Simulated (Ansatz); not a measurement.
**What a change does: single-point calculation on WSe$_{2}$**

System: WSe$_{2}$ (6 atoms in the cell).
Method of run 1: DFT PBEsol+U, scalar-relativistic, plane waves, PAW, Ueff = 8 eV on W atom 1 d; Ueff = 8 eV on W atom 2 d, spin-polarised (Ansatz 0.2.0).

The structure derives from an entry of the Crystallography Open Database. Text and figures count atoms from 1; the logs count them from 0 in places.

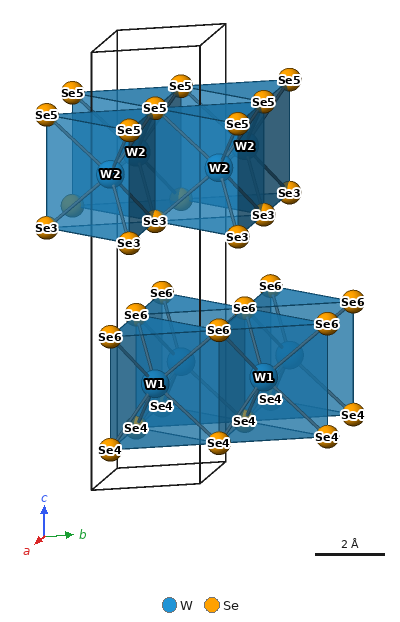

Fig. 1: The structure as given in the input (polyhedral view of the cell of the calculation, repeated 2 × 2 × 1, seen slightly off an axis; polyhedra are completed across the faces of the cell; atoms are numbered from 1 in the order of the input).

## Input file, run 1
```yaml
crystal:
  lattice:
    - [3.28999882, 0.0, 0.0]
    - [-1.64499941, 2.84922255, 0.0]
    - [0.0, 0.0, 12.97000144]
  atoms:
    - { symbol: W, position: [0.3333333333, 0.6666666667, 0.25], spin: 1.85 }
    - { symbol: W, position: [0.6666666667, 0.3333333333, 0.75], spin: -0.74 }
    - { symbol: Se, position: [0.3333333333, 0.6666666667, 0.621] }
    - { symbol: Se, position: [0.6666666667, 0.3333333333, 0.121] }
    - { symbol: Se, position: [0.3333333333, 0.6666666667, 0.879] }
    - { symbol: Se, position: [0.6666666667, 0.3333333333, 0.379] }
basis:
  ecutwfc: 420
  ecutrho_ratio: 4
kpoints:
  mp_grid: { grid: [7, 7, 2] }
hamiltonian:
  xc: pbesol
  hubbard:
    sites: [{ site: 0, l: d, u_eff: 8.0 }, { site: 1, l: d, u_eff: 8.0 }]
scf:
  occupations: { method: gaussian, width: 0.05 }
  lower_state_search: "off"
  max_iter: 150
output:
  forces: true
  stress: true
  eigenvalues: true
  populations: true
  hubbard: { sites: [{ site: 0, l: d }, { site: 1, l: d }] }
magnetization:
  spin_polarized: true
  spin_locking: { lock_spins: true, n_iters: 12 }
```

Launched with:
```bash
ansatz run input.yaml --threads 4 --pin off --max-ram 6144MiB --backend cpu --events-out ev --progress --plain --runs-dir out
```

Hardware: 4 threads of Arm Neoverse V2, 24 GiB of memory available, shared host.

## Output, shortened to warnings, some set-up lines, iterations and results (run 1)
```
Warning: output.stress: scf.convergence.dr2_threshold = 1e-7 eV (the SCF's general default) is looser than the 6e-10 eV advised for a printed stress (1e-10 eV for each atom of the cell: 6). What an SCF threshold leaves in a stress goes as its square root, and in the free energy as the threshold itself, and one threshold admits the most on a small cell: of the crystals measured, under no hybrid …
Basis set: ecut = 420 eV, 2419 PW (Γ), exchange–correlation on 48×48×180 points (8 copies of the dense FFT grid, shifted against one another)
Symmetry: 12 space group operations
k-points: 16 of 98 (time reversal used)
Initial density: superposition of atomic densities (chi_scale 0.1, normalization cell)
[...]
SCF iter   1: F=—  HF=-42192.516166 eV  |F-HF|=—  |Δ(HF+E_count)|=         —  Δρ=3.00e-2 (↑2.43e-2 ↓3.00e-2)  dr2=1.80e0  dr2_m=4.62e-1  M=1.703 μB ∫|m|=3.769 μB  β_m=0.30  …
SCF iter   2: F=—  HF=-42192.885831 eV  |F-HF|=—  |Δ(HF+E_count)|=   3.70e-1  Δρ=2.12e-2 (↑1.89e-2 ↓2.12e-2)  dr2=1.02e0  dr2_m=2.78e-1  M=1.854 μB ∫|m|=4.123 μB  β_m=0.65  …
SCF iter   3: F=—  HF=-42193.788316 eV  |F-HF|=—  |Δ(HF+E_count)|=   9.02e-1  Δρ=7.86e-3 (↑7.17e-3 ↓7.86e-3)  dr2=7.19e-1  dr2_m=2.71e-2  M=1.998 μB ∫|m|=4.504 μB  β_m=0.82  …
SCF iter   4: F=—  HF=-42193.823977 eV  |F-HF|=—  |Δ(HF+E_count)|=   3.57e-2  Δρ=4.75e-3 (↑4.75e-3 ↓3.02e-3)  dr2=2.00e-1  dr2_m=7.91e-3  M=2.000 μB ∫|m|=4.575 μB  β_m=0.81  …
SCF iter   5: F=—  HF=-42193.818614 eV  |F-HF|=—  |Δ(HF+E_count)|=   5.36e-3  Δρ=2.47e-3 (↑2.47e-3 ↓1.74e-3)  dr2=4.06e-2  dr2_m=1.25e-3  M=2.000 μB ∫|m|=4.566 μB  β_m=0.90  …
[... 23 lines ...]
SCF iter  29: F=—  HF=-42194.087628 eV  |F-HF|=—  |Δ(HF+E_count)|=   6.23e-6  Δρ=1.60e-5 (↑9.84e-6 ↓1.60e-5)  dr2=2.88e-6  dr2_m=8.68e-8  M=2.099 μB ∫|m|=4.752 μB  β_m=0.96  …
SCF iter  30: F=—  HF=-42194.087636 eV  |F-HF|=—  |Δ(HF+E_count)|=   7.38e-6  Δρ=5.72e-6 (↑5.72e-6 ↓4.59e-6)  dr2=2.96e-7  dr2_m=1.93e-8  M=2.099 μB ∫|m|=4.752 μB  β_m=0.98  …
SCF iter  31: F=—  HF=-42194.087636 eV  |F-HF|=—  |Δ(HF+E_count)|=   3.72e-8  Δρ=4.82e-6 (↑2.27e-6 ↓4.82e-6)  dr2=1.58e-7  dr2_m=6.55e-9  M=2.099 μB ∫|m|=4.753 μB  β_m=0.99  …
SCF iter  32: F=-42194.087636 eV  HF=-42194.087636 eV  |F-HF|=4.27e-9  |Δ(HF+E_count)|=   4.75e-8  Δρ=1.36e-6 (↑1.04e-6 ↓1.36e-6)  dr2=8.02e-9  dr2_m=8.61e-10  M=2.099 μB …
SCF 1 converged in 32 iterations: F = -42194.087636 eV  dr2 = 8.02e-9
SCF converged after 32 iterations
Magnetization: 2.0988 μB (47.0494 up, 44.9506 down)
Absolute magnetization: 4.7322 μB (∫|ρ↑−ρ↓|, with the PAW one-centre terms)
Spin contamination: 1.2136 ħ² per cell (⟨S²⟩ above its minimum at these occupations)
Per-site moments (μB) at R_I (Å): [(1.867863085172993, 1.044154378406521), (-0.23592113328598288, 1.044154378406521), (0.1315282339051908, 1.044154378406521), (-0.2411791332247792, 1.0441543784065213), (0.13152823390519042, 1.0441543784065217), (-0.24117913322477869, 1.044154378406521)]
--- Magnetisation constraints (ε_frz = 1.0e-4 eV) ---
  site  kind      target   achieved (μB)  |Δ|max (μB)  g (eV/μB)  λ_eff  esc  ok  flags
  0     per_site  +1.8500  +1.8679        1.79e-2      +0.00e0    0.000  0    —   released
  1     per_site  -0.7400  -0.2359        5.04e-1      +0.00e0    0.000  0    —   released
Free energy (F): -42194.087636 eV
Harris-Foulkes:  -42194.087636 eV  (|F-HF|=4.27e-9)
Internal energy: -42194.085401 eV  (E = F + TS)
E sigma→0 (E₀):  -42194.086519 eV
Entropy (-TS):   -0.002234 eV (-0.372 meV/atom)
Fermi energy:    13.032546 eV
--- Per-component energies (eV) ---
  E_band       = -1689.841719
  E_kinetic    = 1391.980080
  E_local      = -11462.480203  (includes V_loc(G=0)·N_el)
  E_nonlocal   = -2359.102285
  E_hartree    = 5505.676933
  E_xc         = -948.551359
  E_vxc        = -875.859367  (∫ρ·V_xc dr)
  E_hubbard    = 14.012959  (on-site DFT+U / exact-exchange correction)
  E_vhub       = -10.866925  (the Hubbard potential's part of the band-sum identity)
  E_paw        = -24345.249381  (= ΣΔE_a)
  E_vpaw       = 615.134630  (= ΣTr[D̂ρ^β])
  E_aug_tail   = -0.002495  (compensation charges beyond the density's cutoff)
  E_ewald      = -9994.847037
  E_core_change = 4.477386  (= ΣΔE_core)
  E_smearing   = -0.002234  (= −TS)
  E_closure    = 0.000000  (closes the sum)
  Σ components = -42194.087636   (vs F -42194.087636, Δ=0.00e0)
--- Forces (eV/Å), atoms counted from 1 ---
  atom   1  W     -0.00000000     0.00000000     0.00000000
  atom   2  W     -0.00000000     0.00000000     0.00000000
  atom   3  Se     0.00000000     0.00000000    -0.22221756
  atom   4  Se    -0.00000000     0.00000000    -1.21196587
  atom   5  Se     0.00000000    -0.00000000     0.22221756
  atom   6  Se    -0.00000000     0.00000000     1.21196587
  max |Σ_I F_I| component: 1.16e-17 eV/Å
--- Stress (GPa, compression-positive) ---
       16.957903       0.000000       0.000000
        0.000000      16.957903       0.000000
        0.000000       0.000000       7.392278
  P = ⅓ Tr σ = 13.7694 GPa (137.694 kbar)
Occupation matrices written to [file]
--- Löwdin populations: 6 sites ---
  site symbol       q [e]    m [muB]
     0      W     13.4203     2.8079
[...]
```

For run 2 the input was changed thus:
```diff
-    - { symbol: W, position: [0.6666666667, 0.3333333333, 0.75], spin: -0.74 }
+    - { symbol: W, position: [0.6666666667, 0.3333333333, 0.75], spin: -0.93 }
-  spin_locking: { lock_spins: true, n_iters: 12 }
+  spin_locking: { lock_spins: true }
```

Predict how the results change.

The total moment is fixed by the input in run 1 and run 2, so the state need not be the lowest. With the same functional and potentials, run 2 lies 68.3 meV per atom higher. The net moment of the cell goes from 2.10 to 1.76 μB. The pressure goes from 13.77 to 12.53 GPa. The largest force goes from 1.212 to 1.188 eV/Å. The SCF takes 99 iterations against 32. On the same kind of shared host run 2 took about 3 times as long.

## Output, shortened to warnings, some set-up lines, iterations and results (run 2)
```
Warning: output.stress: scf.convergence.dr2_threshold = 1e-7 eV (the SCF's general default) is looser than the 6e-10 eV advised for a printed stress (1e-10 eV for each atom of the cell: 6). What an SCF threshold leaves in a stress goes as its square root, and in the free energy as the threshold itself, and one threshold admits the most on a small cell: of the crystals measured, under no hybrid …
Warning: output.stress: the lock of the moments that magnetization.spin_locking holds to the close lets an SCF meet its threshold on dr2 anywhere within the lock's freeze window, and the stress can move with the moments there: no threshold on dr2 bounds that. The window is the square root of the freeze energy over magnetization.spin_locking.lambda. Set magnetization.spin_locking.freeze_energy_tol …
Basis set: ecut = 420 eV, 2419 PW (Γ), exchange–correlation on 48×48×180 points (8 copies of the dense FFT grid, shifted against one another)
Symmetry: 12 space group operations
k-points: 16 of 98 (time reversal used)
Initial density: superposition of atomic densities (chi_scale 0.1, normalization cell)
[...]
SCF iter   1: F=-42192.379593 eV  HF=-42192.388095 eV  |F-HF|=8.50e-3  |Δ(HF+E_count)|=         —  Δρ=3.07e-2 (↑2.49e-2 ↓3.07e-2)  dr2=1.88e0  dr2_m=5.06e-1  M=1.664 μB …
SCF iter   2: F=-42193.133458 eV  HF=-42192.780120 eV  |F-HF|=3.53e-1  |Δ(HF+E_count)|=   3.92e-1  Δρ=2.15e-2 (↑1.94e-2 ↓2.15e-2)  dr2=1.05e0  dr2_m=3.00e-1  M=1.810 μB …
SCF iter   3: F=-42192.724636 eV  HF=-42193.731375 eV  |F-HF|=1.01e0  |Δ(HF+E_count)|=   9.51e-1  Δρ=9.91e-3 (↑7.12e-3 ↓9.91e-3)  dr2=1.33e0  dr2_m=3.25e-2  M=1.758 μB …
SCF iter   4: F=-42193.515709 eV  HF=-42193.710266 eV  |F-HF|=1.95e-1  |Δ(HF+E_count)|=   2.11e-2  Δρ=5.50e-3 (↑5.50e-3 ↓3.81e-3)  dr2=2.84e-1  dr2_m=1.08e-2  M=1.801 μB …
SCF iter   5: F=-42193.689874 eV  HF=-42193.726268 eV  |F-HF|=3.64e-2  |Δ(HF+E_count)|=   1.60e-2  Δρ=3.52e-3 (↑3.52e-3 ↓2.26e-3)  dr2=7.81e-2  dr2_m=2.17e-3  M=1.762 μB …
[... 90 lines ...]
SCF iter  96: F=-42193.678016 eV  HF=-42193.678017 eV  |F-HF|=6.63e-7  |Δ(HF+E_count)|=   1.67e-4  Δρ=9.65e-6 (↑7.49e-6 ↓9.65e-6)  dr2=1.03e-6  dr2_m=4.31e-8  M=1.755 μB …
SCF iter  97: F=-42193.677971 eV  HF=-42193.677972 eV  |F-HF|=2.97e-7  |Δ(HF+E_count)|=   4.50e-5  Δρ=6.38e-6 (↑4.18e-6 ↓6.38e-6)  dr2=4.64e-7  dr2_m=2.42e-8  M=1.755 μB …
SCF iter  98: F=-42193.677962 eV  HF=-42193.677962 eV  |F-HF|=4.31e-8  |Δ(HF+E_count)|=   9.69e-6  Δρ=5.55e-6 (↑2.26e-6 ↓5.55e-6)  dr2=1.02e-7  dr2_m=1.36e-8  M=1.755 μB …
SCF iter  99: F=-42193.677873 eV  HF=-42193.677873 eV  |F-HF|=2.77e-8  |Δ(HF+E_count)|=   8.88e-5  Δρ=2.10e-6 (↑1.06e-6 ↓2.10e-6)  dr2=3.65e-8  dr2_m=1.31e-9  M=1.755 μB …
SCF 1 converged in 99 iterations: F = -42193.677873 eV  dr2 = 3.65e-8
this state was not tested for a lower state beside it, because a magnetisation constraint still acts at the end of the SCF (magnetization_constraint; see scf.lower_state_search)
SCF converged after 99 iterations
Magnetization: 1.7551 μB (46.8776 up, 45.1224 down)
Absolute magnetization: 5.4353 μB (∫|ρ↑−ρ↓|, with the PAW one-centre terms)
Spin contamination: 1.1908 ħ² per cell (⟨S²⟩ above its minimum at these occupations)
Per-site moments (μB) at R_I (Å): [(1.8502820465286351, 1.044154378406521), (-0.9315518674165826, 1.044154378406521), (0.3174650616593937, 1.044154378406521), (-0.2347448177218074, 1.0441543784065213), (0.31746506165939326, 1.0441543784065217), (-0.23474481772180714, 1.044154378406521)]
--- Magnetisation constraints (ε_frz = 1.0e-4 eV) ---
  site  kind      target   achieved (μB)  |Δ|max (μB)  g (eV/μB)  λ_eff  esc  ok   flags
  0     per_site  +1.8500  +1.8503        2.82e-4      +3.55e-2   1.000  0    yes
  1     per_site  -0.9300  -0.9316        1.55e-3      +5.76e-1   1.000  0    yes
Free energy (F): -42193.677873 eV
Harris-Foulkes:  -42193.677873 eV  (|F-HF|=2.77e-8)
Internal energy: -42193.677016 eV  (E = F + TS)
E sigma→0 (E₀):  -42193.677445 eV
Entropy (-TS):   -0.000857 eV (-0.143 meV/atom)
Fermi energy:    12.900414 eV
--- Per-component energies (eV) ---
  E_band       = -1690.125230
  E_kinetic    = 1391.713949
  E_local      = -11462.291743  (includes V_loc(G=0)·N_el)
  E_nonlocal   = -2358.844517
  E_hartree    = 5505.534882
  E_xc         = -948.588879
  E_vxc        = -875.931278  (∫ρ·V_xc dr)
  E_hubbard    = 14.670568  (on-site DFT+U / exact-exchange correction)
  E_vhub       = -10.015625  (the Hubbard potential's part of the band-sum identity)
  E_paw        = -24345.499149  (= ΣΔE_a)
  E_vpaw       = 614.645611  (= ΣTr[D̂ρ^β])
  E_aug_tail   = -0.002495  (compensation charges beyond the density's cutoff)
  E_constr_dc  = -0.470889  (∫m·b dr)
  E_ewald      = -9994.847037
  E_core_change = 4.477386  (= ΣΔE_core)
  E_smearing   = -0.000857  (= −TS)
  E_closure    = 0.000021  (closes the sum)
  E_penalty    = -0.000908  (constraint; not in F)
  Σ components = -42193.677873   (vs F -42193.677873, Δ=0.00e0)
--- Forces (eV/Å), atoms counted from 1 ---
  atom   1  W     -0.00000000    -0.00000000     0.00000000
  atom   2  W      0.00000000     0.00000000     0.00000000
  atom   3  Se     0.00000000    -0.00000000    -0.43881313
  atom   4  Se    -0.00000000     0.00000000    -1.18780383
  atom   5  Se     0.00000000    -0.00000000     0.43881313
  atom   6  Se    -0.00000000     0.00000000     1.18780383
  max |Σ_I F_I| component: 1.16e-17 eV/Å
--- Stress (GPa, compression-positive) ---
       14.933838       0.000000       0.000000
[...]
```

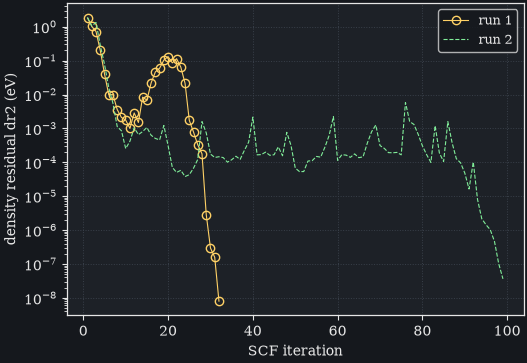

Fig. 2: Convergence of the two runs: density residual dr2 against the SCF iteration. Run 1 takes 32 iterations in all, and run 2 takes 99.

## The two runs side by side

```tsv
quantity	run 1	run 2
outcome	converged	converged
free energy per atom (eV)	−7032.3479	−7032.2796
gap on the mesh (eV)	0.00	0.00
net moment of the cell (μB)	2.10	1.76
absolute moment of the cell (μB)	4.73	5.44
pressure (GPa)	13.77	12.53
largest force (eV/Å)	1.212	1.188
SCF iterations	32	99
irreducible k-points	16	16
plane waves at Γ	2419	2419
wall time (shared host)	14 s	41 s
```

For both runs: Spin–orbit coupling is left out, which matters for W. For run 1: Warnings: the SCF threshold is looser than advised for the printed stress. For run 2: Warnings: the state was not tested for a lower one; the SCF threshold is looser than advised for the printed stress. The cell is under a pressure of 12.5 GPa at this level, so it is not at its equilibrium volume.
